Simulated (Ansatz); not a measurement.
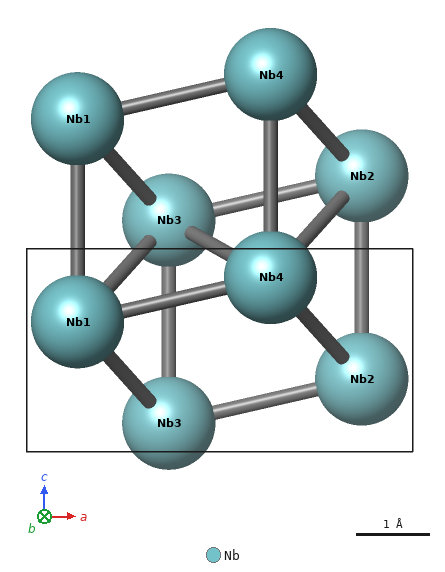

This is the input geometry for a relaxation of crystalline Nb (built on the N_62 type). Style: ball-and-stick. Shown: the cell of the calculation, repeated 1 × 1 × 2 with one cell outlined, along the b axis.

Case: N type (Pnma, No. 62).

Method: DFT PBE, scalar-relativistic, plane waves, PAW (Ansatz 0.2.0).

Input
```yaml
crystal:
  lattice:
    - [5.3470335108, 0.0, 0.0]
    - [0.0, 4.8847774535, 0.0]
    - [0.0, 0.0, 2.810859393]
  atoms:
    - { symbol: Nb, position: [0.1318251294, 0.25, 0.641017348] }
    - { symbol: Nb, position: [0.8681748706, 0.75, 0.358982652] }
    - { symbol: Nb, position: [0.3681748706, 0.75, 0.141017348] }
    - { symbol: Nb, position: [0.6318251294, 0.25, 0.858982652] }
basis:
  ecutwfc: 420
kpoints:
  mp_grid: { grid: [10, 10, 16] }
hamiltonian:
  xc: pbe
scf:
  occupations: { method: gaussian, width: 0.1 }
output:
  forces: true
  stress: true
  eigenvalues: true
relax:
  adjacent_minimum: "off"
  f_tol: 0.01
  max_steps: 80
  cell: { stress_tol: 0.05 }
```

Question: Where does the relaxation end?

Answer: Over 6 accepted moves (8 points after the start) the energy falls by 7.7 meV per cell of the calculation. Largest force component: 0.056 eV/Å at the start, 0.00058 eV/Å at the end. The pressure goes from 0.27 to 0.00 GPa. The line search rejected the trial step at point 1 of the run. The SCF was repeated once at an unchanged geometry on a basis and grid sized afresh for the cell, which shifted the energy by less than 0.05 meV per cell of the calculation at most. The largest moves relative to the cell, 0.013 Å, are those of Nb1, Nb2, Nb3 and Nb4. Nb3 goes along +c. The volume changes by +0.1 %, with a 5.347 → 5.426 Å (+1.5 %), b 4.885 → 4.847 Å (−0.8 %), c 2.811 → 2.796 Å (−0.5 %). Among the contacts that change: Nb1–Nb4 2.743 → 2.775 Å, Nb1–Nb1 2.811 → 2.796 Å, Nb1–Nb3 3.088 → 3.077 Å. The space group stays Pnma (No. 62). The run took of the order of 5 core-minutes on a shared host.

The structure at the end:

```xyz
4
Lattice="5.4256 0.0000 0.0000 0.0000 4.8469 0.0000 0.0000 0.0000 2.7955" Properties=species:S:1:pos:R:3 pbc="T T T"
Nb    0.7164    1.2117    1.8046
Nb    4.7092    3.6352    0.9909
Nb    1.9964    3.6352    0.4068
Nb    3.4292    1.2117    2.3887
```

The end point in the same view:

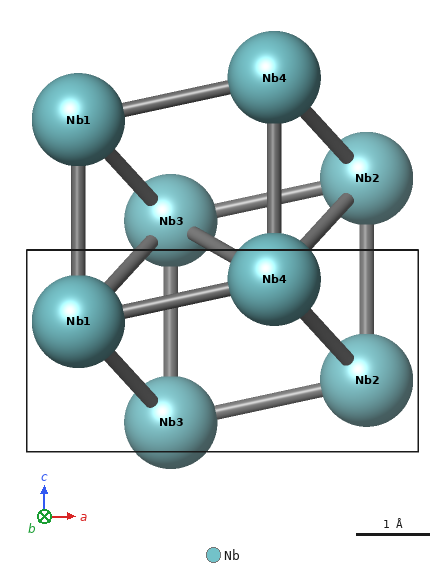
